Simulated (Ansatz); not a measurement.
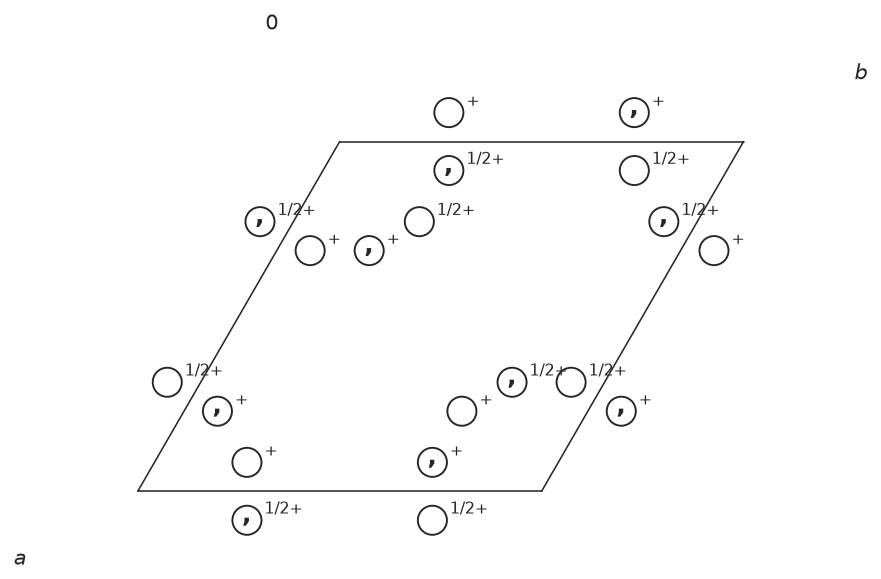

General positions of a space group, projected down c, computed from the operations of a computed or model structure of composition InN, which need not be its known form.

A circle is a general position, a comma marks the mirror image, + and − with a fraction give the height (along the projection axis: ½+ is ½ plus the coordinate, − is its negative), and a split circle stands for two positions above each other.

Question: Identify the space group.

Answer: No. 186, P6₃mc; primitive hexagonal, point group 6mm, 12 general positions a cell.

Question: Write the general positions (in any order).

Answer: x, y, z; x−y, x, z+1/2; −y, x−y, z; −x, −y, z+1/2; −x+y, −x, z; y, −x+y, z+1/2; y, x, z+1/2; x, x−y, z; x−y, −y, z+1/2; −y, −x, z; −x, −x+y, z+1/2; −x+y, y, z
